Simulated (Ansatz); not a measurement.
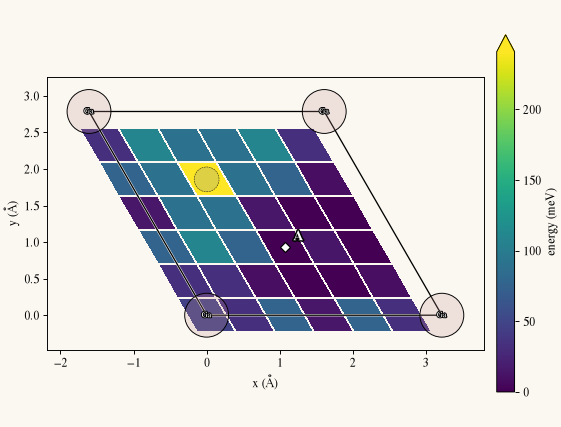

N on a GaN(001) slab cut from the P6_3mc phase, its upper half relaxed before the scan (8 atoms of substrate and one adsorbate in a 1 × 1 cell). 
- N is moved over the surface cell; relaxed at each place: the height of the adsorbate's atoms; substrate rigid; the origin of the map has the adsorbate above Ga8.
- Places are given modulo a cell vector. The map is drawn in real space over the plane of the surface.
- The scan uses a 6 × 6 grid; 10 points were computed and 26 follow by symmetry.
- Energies: meV, counted from the lowest grid point.
- Energies and slopes of some neighbouring points disagree (a jump in structure or state, or too coarse a mesh). The magnetic moment jumps between some neighbouring points. With one adsorbate in each 1 × 1 cell, its nearest image is 3.2 Å away, so neighbouring adsorbates interact.
- Level of theory: Ansatz, DFT PBE, scalar-relativistic, plane waves, PAW. Settings: cutoff 420 eV, k-mesh 9×9×1, gaussian smearing 0.05 eV, spin-polarised.

Drawn: one coloured cell a grid point, labelled circles for the atoms of the top layer and small ones for the second layer, the outline of one cell of the plane, one colour for all values above the top of the scale, the point A.

Question: Which way does the force act at A, and how strong is it?

Answer: A, at (3/6, 2/6) of the cell vectors, is not a stationary point. The computed force is 0.09 eV/Å in the plane, pointing right in the picture (components 0.086 and −0.026 eV/Å).

PAW datasets: the set soft_1.
